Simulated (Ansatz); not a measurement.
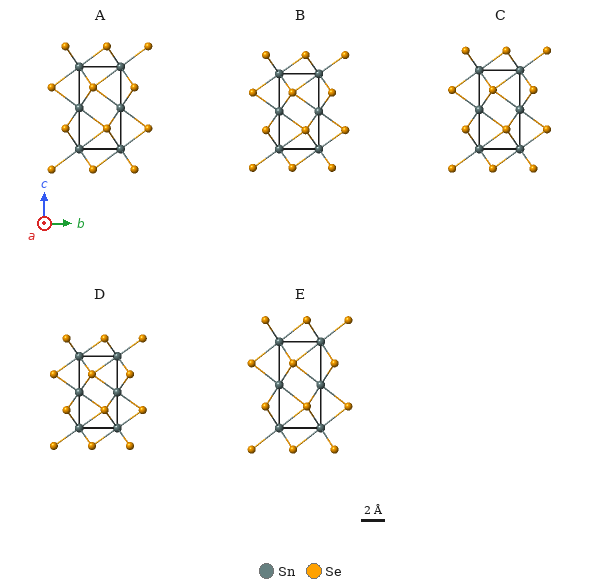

5 geometries from one relaxation of solid SnSe (built on the NiAs type), in shuffled order. Style: ball-and-stick. Shown: the cell of the calculation, along the a axis.

Method: DFT, PBE, plane waves, PAW (Ansatz). (plane-wave cutoff 420 eV; k-point mesh 12 × 12 × 4; occupations fermi dirac; smearing width 0.02 eV; no spin polarisation; cell and atoms relaxed; force threshold 0.005 eV/Å)

**Put them in the order of the run, from the start to the converged end.**

D, B, C, A, E. They are steps 0, 1, 2, 3, 10, at +3.104 eV per cell of the calculation, +1.262 eV per cell of the calculation, +0.423 eV per cell of the calculation, +86.9 meV per cell of the calculation relative to the last. After 8 accepted moves (10 points after the start) the energy has fallen by 3.104 eV per cell of the calculation. All forces vanish by symmetry, so only the cell relaxes. The pressure goes from 37.75 to 0.00 GPa. At 2 points the geometry stayed and the basis and grid were re-selected for the new cell (energy shift of 24.9 meV per cell of the calculation at most each time). No atom moves by more than 0.005 Å relative to the cell. The volume changes by +42.7 %, with a = b 3.827 → 4.168 Å (+8.9 %), c 6.239 → 7.508 Å (+20.3 %). Among the contacts that change: Se–Sn 2.705 → 3.052 Å. Bond angles that change, for instance: Sn–Se–Sn 70.4° → 75.9°, Se–Sn–Se 90.1° → 86.1°, Sn–Se–Sn 90.1° → 86.1°. The space group stays P6_3/mmc (No. 194).
